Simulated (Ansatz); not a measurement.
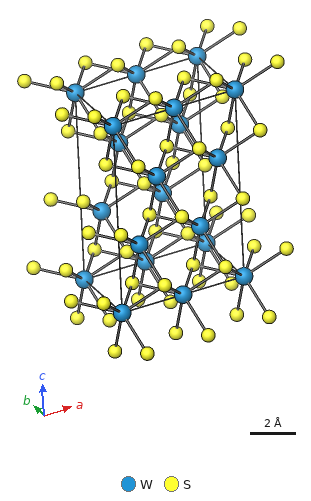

Starting frame of a dynamics run of an 18-atom cell of WS₂ (set up in R3m). A ball-and-stick model of the simulation cell, seen slightly off an axis. Bonds to atoms that aren't drawn are left out.

Theory: Ansatz, DFT PBE+D3(BJ), scalar-relativistic, plane waves, PAW.

Input file:
```yaml
crystal:
  lattice:
    - [-6.3991163519, 0.0, 0.0]
    - [-1.599779088, 0.9236328871, 6.2444357483]
    - [-1.599779088, 8.3126959837, 0.0]
  atoms:
    - { symbol: W, position: [0.5, 0.0, 0.0] }
    - { symbol: W, position: [0.6666666667, 0.0, 0.3333333333] }
    - { symbol: W, position: [0.8333333333, 0.0, 0.6666666667] }
    - { symbol: W, position: [0.0, 0.0, 0.0] }
    - { symbol: W, position: [0.1666666667, 0.0, 0.3333333333] }
    - { symbol: W, position: [0.3333333333, 0.0, 0.6666666667] }
    - { symbol: S, position: [0.9998, 0.2509, 0.7499] }
    - { symbol: S, position: [0.1664666667, 0.2509, 0.0832333333] }
    - { symbol: S, position: [0.3331333333, 0.2509, 0.4165666667] }
    - { symbol: S, position: [0.4998, 0.2509, 0.7499] }
    - { symbol: S, position: [0.6664666667, 0.2509, 0.0832333333] }
    - { symbol: S, position: [0.8331333333, 0.2509, 0.4165666667] }
    - { symbol: S, position: [0.1126666667, 0.743, 0.8063333333] }
    - { symbol: S, position: [0.2793333333, 0.743, 0.1396666667] }
    - { symbol: S, position: [0.446, 0.743, 0.473] }
    - { symbol: S, position: [0.6126666667, 0.743, 0.8063333333] }
    - { symbol: S, position: [0.7793333333, 0.743, 0.1396666667] }
    - { symbol: S, position: [0.946, 0.743, 0.473] }
basis:
  ecutwfc: 420
kpoints:
  mp_grid: { grid: [2, 2, 2], shift: [0.5, 0.5, 0.5] }
hamiltonian:
  xc: pbe
  dispersion: d3bj
scf:
  occupations: { method: fermi_dirac, width: 0.1034 }
  lower_state_search: "off"
  convergence: { dr2_threshold: 1.0e-07 }
output:
  forces: true
  stress: true
md:
  timestep: 1.5
  n_steps: 53
  ensemble: nvt_langevin
  temperature: 1200.0
  initial_velocities: maxwell_boltzmann
  seed: 81732
  friction: 0.02
```

Run as
```bash
ansatz run input.yaml --threads 4 --pin off --max-ram 5120MiB --backend cpu --events-out ev --progress --plain --runs-dir out
```

What does the trajectory do?

Answer. The mean temperature in the second half is 1254 K (standard deviation 199 K). The potential energy is still drifting at the end, so the run hasn't reached equilibrium. The potential energy in the second half lies on average 152 meV per atom above the first frame. The mean pressure there is −2.2 GPa. Root-mean-square distances from the starting positions over the second half, with the common drift of all atoms taken out: S 0.20 Å, W 0.13 Å. The run lasts only 80 fs, too short to tell vibration from diffusion.

Along the run (each row but the first and the last is the mean over the interval that it begins):

```csv
time (fs),potential energy (meV/atom),T (K),p (GPa)
0.0,0.0,1133,-4.5
9.0,51.6,876,-3.2
18.0,115.0,784,-1.7
27.0,155.4,575,-0.6
36.0,146.4,907,-0.9
45.0,131.5,1384,-1.5
54.0,142.2,1465,-2.1
63.0,160.3,1250,-3.0
72.0,178.4,1014,-3.0
```

The paths of the atoms, magnified 2 times:

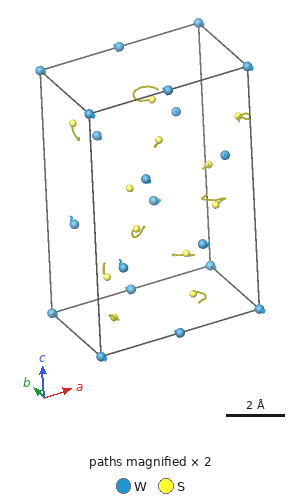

The run took about 5 core-minutes on a shared host.
